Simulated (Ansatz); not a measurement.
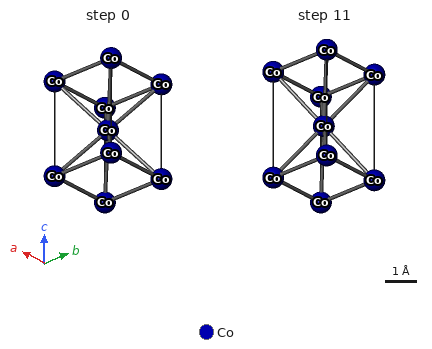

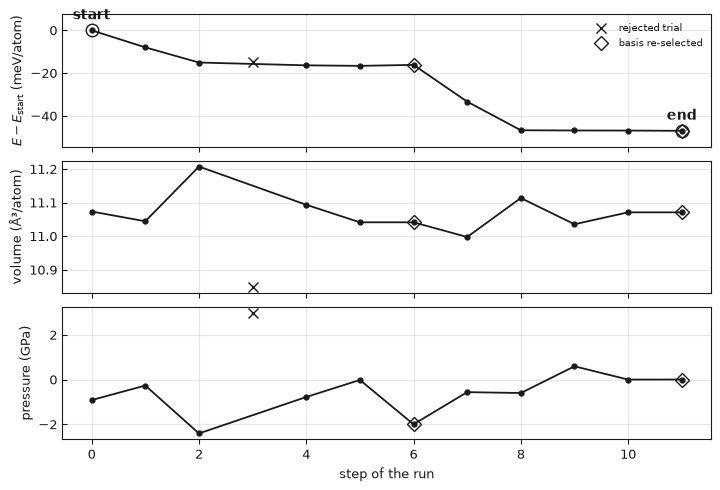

First and last geometry of a relaxation of crystalline Co (a generated structure, set up in Fm-3m), with the history of the run. A ball-and-stick model of the cell of the calculation, seen from a free direction.

Phase: fcc.

All numbers below come from DFT, r2SCAN, plane waves (500 eV) with PAW, scalar-relativistic (Ansatz 0.2.0).

Input file:
```yaml
crystal:
  lattice:
    - [2.5018880127, 0.0, 0.0]
    - [0.0, 2.5018880127, 0.0]
    - [0.0, 0.0, 3.5382039592]
  atoms:
    - { symbol: Co, position: [0.0, 0.0, 0.0], spin: 1.7 }
    - { symbol: Co, position: [0.5, 0.5, 0.5], spin: -1.7 }
hamiltonian:
  xc: r2scan
  pseudopotentials:
    kind: paw
    azcp:
      Co: "pseudopotentials/Co.paw.azcp"
basis:
  ecutwfc: 500
  fft_grid_basis: typed
kpoints:
  mp_grid: { grid: [12, 12, 9], shift: [0, 0, 0] }
magnetization:
  spin_polarized: true
scf:
  occupations: { method: fermi_dirac, width: 0.05 }
relax:
  max_steps: 60
  f_tol: 0.01
  cell: {}
```

Launched with:
```bash
ansatz run input.yaml --threads 1 --pin off --max-ram 3584MiB --backend cpu --events-out ev --progress --plain --runs-dir out
```

### Read the history and describe the run.

It converged. Over 8 accepted moves (11 points after the start) the energy falls by 46.9 meV per atom. All forces vanish by symmetry, so only the cell relaxes. The pressure goes from −0.91 to 0.01 GPa. The line search rejected the trial step at point 3 of the run. The SCF was repeated twice at an unchanged geometry on a basis and grid sized afresh for the cell, which shifted the energy by 0.5 meV per atom at most. No atom moves by more than 0.005 Å relative to the cell. The drawn cell changes at constant volume: a = b 2.502 → 2.368 Å (−5.4 %), c 3.538 → 3.949 Å (+11.6 %). Some distances before and after: Co1–Co1 2.502 → 2.368 Å, Co1–Co2 2.502 → 2.589 Å. The space group (tolerance 0.01 Å) goes from Fm-3m (No. 225) to I4/mmm (No. 139). The run may lie on a higher electronic state than the lowest, so the end point isn't shown to be the ground-state structure.
